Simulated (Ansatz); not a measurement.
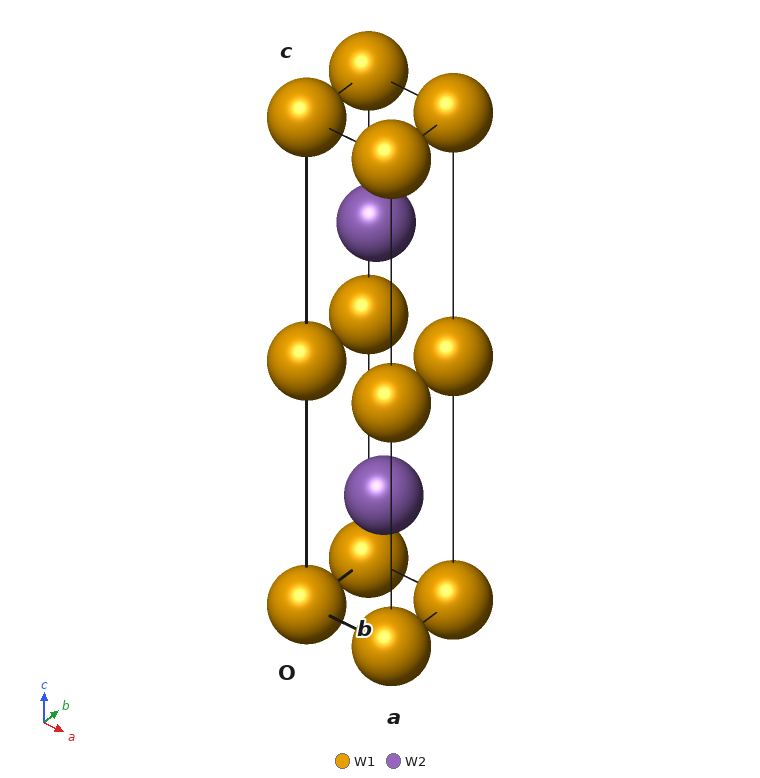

One unit cell; atoms that symmetry makes equivalent share a colour (atoms on faces, edges and corners are repeated). Crystal: W, the end point of a relaxation with Ansatz, DFT PBE, scalar-relativistic, plane waves, PAW; the starting structure was generated, so it need not be a known form of this composition. Geometry calculated from the standardised cell; symmetry tolerance 0.002 Å.

a = 2.784 Å, b = 2.784 Å, c = 9.825 Å, α = 90.00°, β = 90.00°, γ = 120.00°; space group P6₃/mmc, No. 194.

One atom of each site: W1 (0, 0, 0); W2 (1/3, 2/3, 3/4).

Give the multiplicity, Wyckoff letter and site symmetry of each site.

Answer.
| site | Wyckoff | symmetry |
| --- | --- | --- |
| W1 | 2a | -3m. |
| W2 | 2d | -6m2 |

How many free positional parameters does the structure have?

Answer. 0: W1 0, W2 0.
